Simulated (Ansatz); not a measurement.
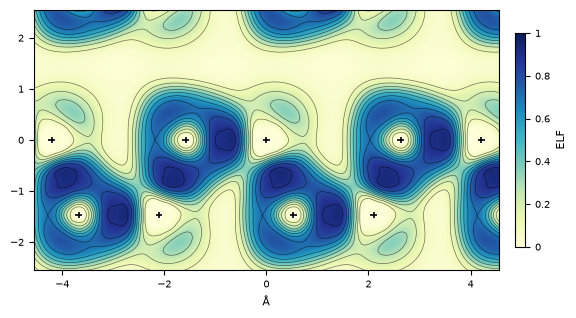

The ELF on a plane through atoms (crosses mark nuclei in the plane).

Method: Ansatz, DFT r2SCAN, scalar-relativistic, plane waves, PAW.

Candidates:
A. TiSi₂, a = 3.53 Å, b = 13.51 Å, c = 3.56 Å, α = 90.00°, β = 90.00°, γ = 90.00°. Space group Cmcm; a structure from a database of computed crystals, not necessarily the ambient phase; computed without spin polarisation.
B. BN, a = 2.54 Å, b = 2.54 Å, c = 4.21 Å, α = 90.00°, β = 90.00°, γ = 120.00°. Space group P6₃mc; a structure from a database of computed crystals, not necessarily the ambient phase.

Which system is this?

Candidate B: BN on the (110) plane of the conventional cell, which holds B and N. B–N (1.56 Å): the ELF peaks at about 0.95 between the atoms; a shared but strongly polarised pair.
